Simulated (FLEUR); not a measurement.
**Energy of Ga along an even scaling of the cell**

System: Ga (1 atom in the cell).
Method: Kohn-Sham DFT of a periodic cell, LDA, all-electron, no spin polarisation (FLEUR MaX-R8.1 (later development tree)).

The 5 runs differ only in the geometry, by an even scaling of the cell at fixed fractional positions. The structure derives from a Materials Project entry.

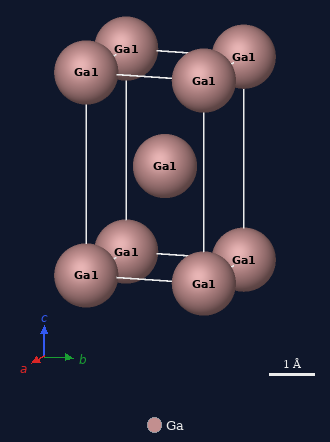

Figure 1. The structure of run 3 (spheres-only view of the cell 2 times as large as that of the calculation, set on its symmetry axes, seen slightly off an axis; atoms are numbered from 1 in the order of the input). An atom can appear more than once, as a periodic image.

### Input of run 3
```
<?xml version="1.0" encoding="UTF-8" standalone="no"?>
<fleurInput fleurInputVersion="0.39">
   <comment>
      Ga                                                                                                  
   </comment>
   <calculationSetup>
      <cutoffs Kmax="4.14" Gmax="12.8" GmaxXC="12.8" numbands="0"/>
      <scfLoop itmax="60" minDistance="0.00001" maxIterBroyd="15" imix="Anderson" alpha="0.05" precondParam="0.0" spinf="2.0" sdNocoIR="T"/>
      <coreElectrons ctail="T" frcor="F" kcrel="0" coretail_lmax="0"/>
      <xcFunctional name="vwn" relativisticCorrections="F"/>
      <magnetism jspins="1"/>
      <soc l_soc="F" theta="0.0" phi="0.0" spav="F"/>
      <expertModes spex="0" secvar="F"/>
      <geometryOptimization l_f="F" forcealpha="1.0" forcemix="BFGS" epsdisp="0.00001" epsforce="0.00001"/>
      <ldaU l_linMix="F" mixParam="0.05" spinf="1.0"/>
   </calculationSetup>
   <cell>
      <bzIntegration valenceElectrons="21.0" mode="hist" fermiSmearingEnergy="0.00183747">
         <kPointListSelection listName="default-1"/>
         <!-- k-points included here -->
         <xi:include xmlns:xi="http://www.w3.org/2001/XInclude" href="kpts.xml"> </xi:include>
      </bzIntegration>
      <!-- symmetry operations included here -->
      <xi:include xmlns:xi="http://www.w3.org/2001/XInclude" href="sym.xml"> </xi:include>
      <bulkLattice scale="1.0000000000">
         <bravaisMatrix>
            <row-1>   -2.6161344272909099     2.6161344272909099     4.3675800636322890</row-1>
            <row-2>    2.6161344272909099    -2.6161344272909099     4.3675800636322890</row-2>
            <row-3>    2.6161344272909099     2.6161344272909099    -4.3675800636322890</row-3>
         </bravaisMatrix>
      </bulkLattice>
   </cell>
   <atomSpecies>
      <species name="Gallium (Ga)" element="Ga" atomicNumber="31">
         <mtSphere radius="2.37" gridPoints="801" logIncrement="0.015"/>
         <atomicCutoffs lmax="10" lnonsphr="10"/>
         <electronConfig flipSpins="F">
            <coreConfig>(1s1/2) (2s1/2) (2p1/2) (2p3/2)</coreConfig>
            <valenceConfig>(3s1/2) (3p1/2) (3p3/2) (4s1/2) (3d3/2) (3d5/2) (4p1/2) (4p3/2)</valenceConfig>
            <stateOccupation state="(4p1/2)" spinUp="0.166667" spinDown="0.166667"/>
            <stateOccupation state="(4p3/2)" spinUp="0.333333" spinDown="0.333333"/>
         </electronConfig>
         <energyParameters s="4" p="4" d="3" f="4"/>
         <lo type="SCLO" l="0" n="3" eDeriv="0"/>
         <lo type="SCLO" l="1" n="3" eDeriv="0"/>
         <lo type="SCLO" l="1" n="3" eDeriv="1"/>
         <lo type="HELO" l="2" n="4" eDeriv="0"/>
         <lo type="HELO" l="2" n="4" eDeriv="1"/>
         <lo type="SCLO" l="3" n="4" eDeriv="2"/>
      </species>
   </atomSpecies>
   <atomGroups>
      <atomGroup species="Gallium (Ga)">
         <relPos label="                   1">.0000000000 .0000000000 .0000000000</relPos>
         <force calculate="T" relaxXYZ="TTT"/>
      </atomGroup>
   </atomGroups>
   <output dos="F" band="F" slice="F">
      <checks vchk="F" cdinf="F"/>
      <bandDOS minEnergy="-.5*Htr" maxEnergy="0.5*Htr" sigma="0.015" storeEVData="T"/>
      <vacuumDOS vacdos="F" integ="F" star="F" nstars="0" locx1="0.0" locy1="0.0" locx2="0.0" locy2="0.0" nstm="0" tworkf="0.0"/>
      <unfoldingBand unfoldBand="F" supercellX="1" supercellY="1" supercellZ="1"/>
      <plotting iplot="0" polar="F">
         <plot TwoD="T" vec1="  1.0  0.0  0.0" vec2="  0.0  1.0  0.0" vec3="  0.0  0.0  1.0" zero="  0.0  0.0  0.0" file="plot"/>
      </plotting>
      <chargeDensitySlicing numkpt="0" minEigenval="0.0" maxEigenval="0.0" nnne="0" pallst="F"/>
      <specialOutput eonly="F"/>
      <moessbauerParams electricFieldGradient="T" isomerShift="T" coreHyperfine="T" valenceHyperfine="T"/>
      <magneticCircularDichroism mcd="F" energyLo="-10.0" energyUp="0.0"/>
   </output>
  <!-- We include the file relax.xml here to enable relaxations (see documentation) -->
  <xi:include xmlns:xi="http://www.w3.org/2001/XInclude" href="relax.xml"> <xi:fallback/> </xi:include>
</fleurInput>
```

Command:
```bash
inpgen -f crystal.txt -profile fastHighL; fleur_MPI
```

Lattice vectors (Å) and fractional positions of run 3:
```
  -1.384399    1.384399    2.311224
   1.384399   -1.384399    2.311224
   1.384399    1.384399   -2.311224
Ga  0.000000  0.000000  0.000000
```

Run 4 has the same physical settings and fractional positions; its lattice vectors (Å) are:
```
  -1.402617    1.402617    2.341638
   1.402617   -1.402617    2.341638
   1.402617    1.402617   -2.341638
```

### Results, with one run withheld

| run | volume per atom (Å³) | free energy per atom, from the lowest run given (meV) |
| --- | --- | --- |
| 1 | 16.655 | 1.82 |
| 2 | 17.010 | 0.00 |
| 3 | 17.718 | 5.51 |
| 4 | 18.427 | ? |
| 5 | 18.781 | 30.96 |

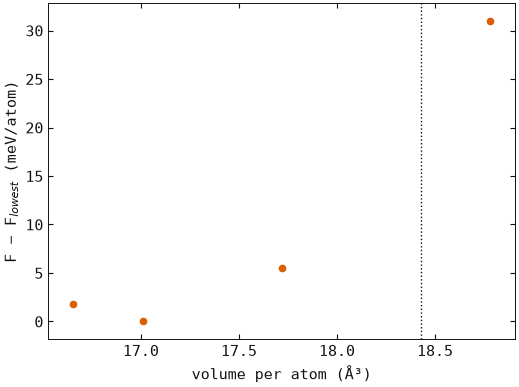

Figure 2. Free energy per atom of the runs given; the dotted line marks run 4.

What should run 4 give?

A quadratic polynomial in V^(−2/3) (the Birch–Murnaghan form), fitted to the 4 runs given, misses them by at most 0.12 meV per atom. With x = V^(−2/3) − 0.14830 Å⁻², it reads F = 2.7859 − 1893.6 x + 3.3561e+05 x² (meV per atom). At run 4 it gives 20.44 meV per atom, and the run itself gives 20.59. The fit has its minimum at 17.022 Å³ per atom, where V d²F/dV² gives 64.1 GPa. Cell shape and fractional positions are held, so this is the stiffness under even scaling; the relaxed bulk modulus wasn't computed.

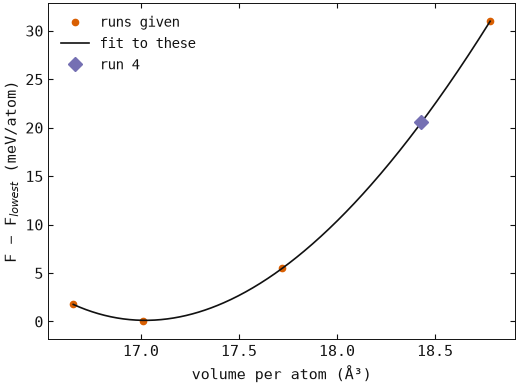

Figure 3. The fit and the withheld run.

### Output (run 4)
```
Welcome to FLEUR        (www.flapw.de)
      MaX-Release 8.1          (www.max-centre.eu)

 ========== k-point set info ==========
 Selected k-point list: default-1
 k-point list type: mesh
 13 x 13 x 13
 Number of k points: 196

 ------------Calculation Setup---------------------------
 Number of MPI-tasks      :            1
 Number of PE/node        :            1
 Number of OMP-threads    :            1
 Most efficient MPI parallelization for:
           1           2           4           7          14          28          49          98         196
 Additional eigenvalue parallelization possible
 Number of basis functions:          198
 Approximate size of matrices (H+S) per k-point:         0.001 GB
 --------------------------------------------------------

 Iteration:     1   Distance:       4.61421505 me/bohr^3

 Iteration:     2   Distance:       4.08155715 me/bohr^3

 Iteration:     3   Distance:       2.05185703 me/bohr^3

 Iteration:     4   Distance:       0.32893972 me/bohr^3

 Iteration:     5   Distance:       0.49870973 me/bohr^3

 Iteration:     6   Distance:       0.06829653 me/bohr^3

 Iteration:     7   Distance:       0.03002776 me/bohr^3

 Iteration:     8   Distance:       0.00191584 me/bohr^3

 Iteration:     9   Distance:       0.00030935 me/bohr^3

 Iteration:    10   Distance:       0.00005614 me/bohr^3

 Iteration:    11   Distance:       0.00001546 me/bohr^3

 Iteration:    12   Distance:       0.00001612 me/bohr^3

 Iteration:    13   Distance:       0.00000027 me/bohr^3

 ********************************************************************
 Run finished successfully
 Stop message:
   all done
 ********************************************************************
```
